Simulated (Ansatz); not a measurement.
# Calculations on TaN and related structures

## 1. Relaxation

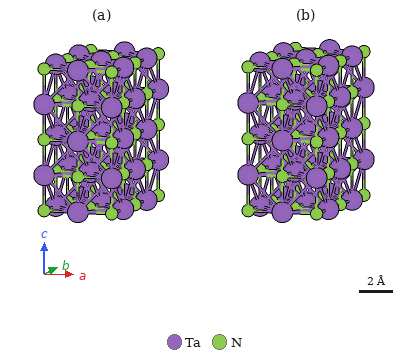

The structure of solid TaN (set up in Fm-3m) (coarse preliminary run) before (left) and after (right) a relaxation, at one scale.

Style: ball-and-stick. Shown: the conventional cell (4 times the calculation's cell), repeated 1 × 2 × 2 with one cell outlined, slightly off an axis. Lengths and directions refer to the drawn axes.

Computed with DFT PBE, scalar-relativistic, plane waves, PAW in Ansatz 0.2.0. Set-up: plane-wave cutoff 420 eV; k-point mesh 8 × 8 × 8; occupations gaussian; smearing width 0.1 eV; no spin polarisation; cell and atoms relaxed; force threshold 0.05 eV/Å; at most 80 steps.

### Describe what moved and what it gained.

The atoms keep their places relative to the cell (all moves are under 0.005 Å). Cell: a = b = c 4.358 → 4.418 Å (+1.4 %). Volume +4.2 %. Near-neighbour distances that change, for instance: Ta–Ta 3.082 → 3.124 Å, N–Ta 2.179 → 2.209 Å. The space group stays Fm-3m (No. 225). After 2 accepted moves (3 points after the start) the energy has fallen by 19.2 meV per atom. All forces vanish by symmetry, so only the cell relaxes. Pressure: 14.74 GPa at the start and −0.06 GPa at the end. The SCF was repeated once at an unchanged geometry on a basis and grid sized afresh for the cell, which shifted the energy by 1.8 meV per atom at most. Cost: 1.2 s on 4 threads of Intel(R) Xeon(R) Platinum 8488C (Sapphire Rapids), with other jobs on the host, peak memory 0.37 GiB.

## 2. Relaxation

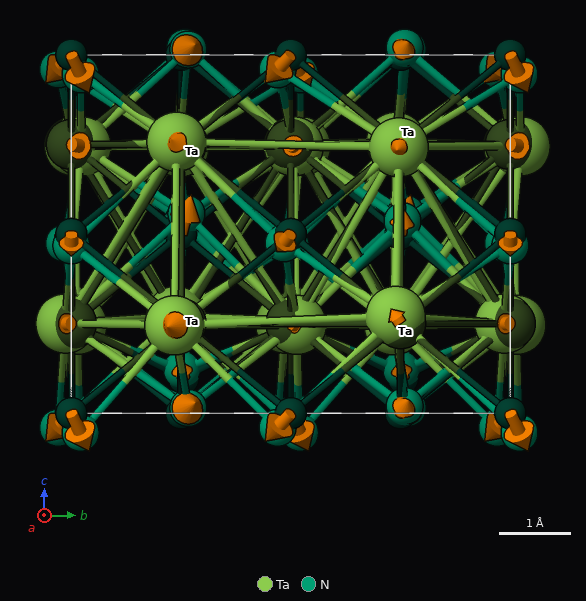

This is a relaxation of a defect cell of composition Ta$_{8}$N$_{9}$. The starting structure is drawn faded, the final one solid; orange arrows show the displacements, 2 times their true length.

Style: ball-and-stick. Shown: the larger cell on standard axes (2 times the calculation's cell), along the a axis.

Case: N interstitial, charge +0, atoms relaxed. The atoms of the start lie slightly off their symmetric places, so part of the fall in energy undoes that.

Level of theory: Ansatz, DFT PBE, scalar-relativistic, plane waves, PAW. Set-up: plane-wave cutoff 420 eV; k-point mesh 5 × 5 × 5; occupations gaussian; smearing width 0.1 eV; no spin polarisation; atoms relaxed in a fixed cell; force threshold 0.02 eV/Å; at most 60 steps.

Describe the change and its energy.

The energy falls by 4.862 eV per cell of the calculation in 15 accepted moves (20 points after the start). The largest force component goes from 4.2 to 0.014 eV/Å. The line search rejected the trial steps at points 3, 5, 11, 13, 16 of the run. The atom that moves furthest is an N atom (0.38 Å along [−2 1 −3]). By element the largest moves are N 0.38 Å, Ta 0.25 Å. The lattice vectors keep their values. Near-neighbour distances that change, for instance: N–N 1.803 → 2.213 Å, N–N 1.863 → 2.218 Å, Ta–Ta 3.123 → 3.461 Å, Ta–Ta 3.123 → 2.786 Å. Bond angles that change, for instance: Ta–N–Ta 180.0° → 155.7°, Ta–N–Ta 180.0° → 157.6°, Ta–N–Ta 180.0° → 161.1°.

Limits of the set-up: the cell has an odd number of electrons but was run without spin polarisation; the periodic images lie only 6.2 Å apart, so the values are limited by the cell's size.

## 3. Scan

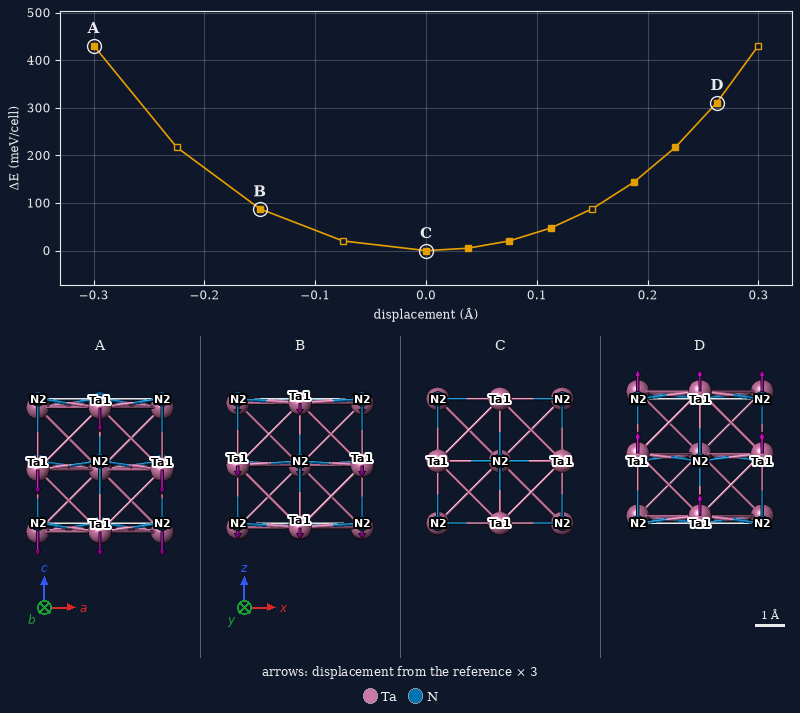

Energy scan for solid TaN (Fm-3m), in which the whole Ta sublattice is shifted rigidly, along Cartesian [0 0 1], all else fixed. The lettered frames are marked on the plot. Hollow markers are points alike by symmetry, not computed again. Style: ball-and-stick. Shown: the conventional cell (4 times the calculation's cell), along the b axis. Purple arrows: displacements from the reference. Lengths and directions refer to the drawn axes.

Method: DFT PBE, scalar-relativistic, plane waves, PAW in Ansatz. Settings: plane-wave cutoff 420 eV; k-point mesh 24 × 24 × 24; occupations gaussian; smearing width 0.15 eV; no spin polarisation. Energies (free energies at the smearing named) are counted from the relaxed crystal.

**Describe the profile.**

The lowest computed point lies at the displacement 0.00 Å (0 meV/cell). At the ends of the scan the energy is 431 meV/cell (−0.30 Å) and 431 meV/cell (0.30 Å). The curvature at zero is about 7.2 eV/Å² per cell. The well is symmetric. At the highest point the shortest interatomic distance is 1.91 Å, against 2.21 Å in the reference. The distortion takes the space group from Fm-3m to I4mm.

The computed points:

```tsv
displacement (Å)	ΔE (meV/cell)
−0.3000	431
−0.2250	217
−0.1500	88
−0.0750	20
0.0000	0
0.0375	5
0.0750	20
0.1125	47
0.1500	88
0.1875	144
0.2250	217
0.2625	311
0.3000	431
```

Points that are alike by symmetry were computed once.

## 4. Scan

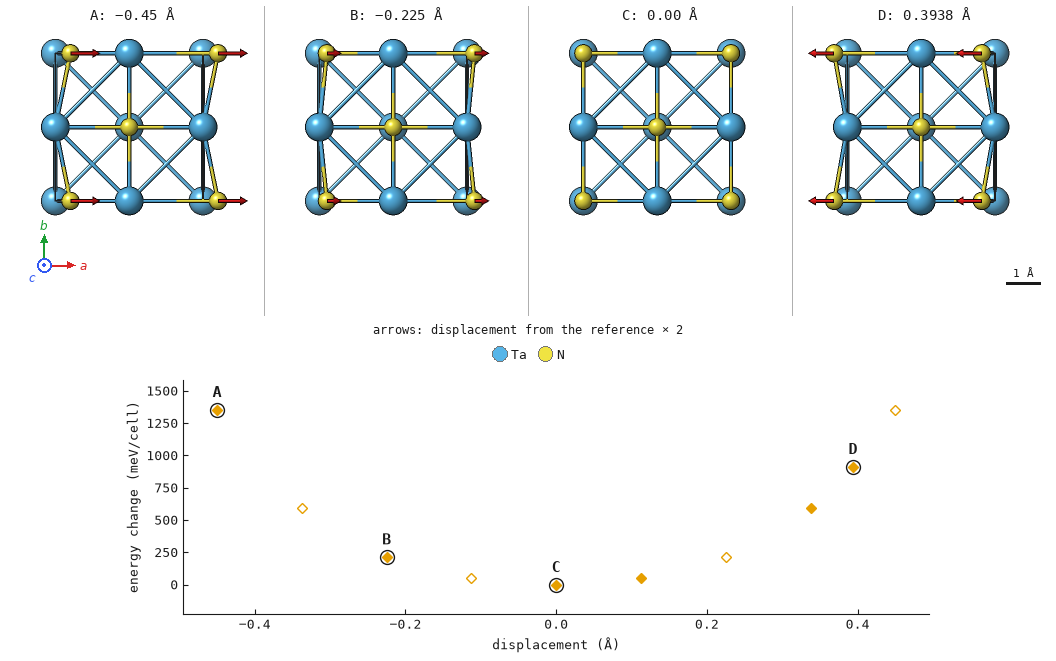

A scan of solid TaN (Fm-3m): an N atom (one in each cell of 8 atoms) is moved towards the nearest copy of atom 1 (Ta) at 2.209 Å, all else fixed. The lettered frames are marked on the plot. Hollow markers are points alike by symmetry, not computed again. A ball-and-stick model of the cell of the calculation, seen along the c axis. Red arrows: displacements from the reference.

Level of theory: DFT PBE, scalar-relativistic, plane waves, PAW in Ansatz 0.2.0. Set-up: plane-wave cutoff 420 eV; k-point mesh 14 × 14 × 14; occupations gaussian; smearing width 0.15 eV; no spin polarisation. Energies (free energies at the smearing named) are counted from the relaxed crystal.

Read off the main features of the energy profile.

Answer. The lowest computed point lies at the displacement 0.00 Å (0 meV/cell). The end points stand at 1355 meV/cell (−0.45 Å) and 1355 meV/cell (0.45 Å). The well is symmetric. At the highest point the shortest interatomic distance is 1.76 Å, against 2.21 Å in the reference. The distortion takes the space group from Fm-3m to P4mm.
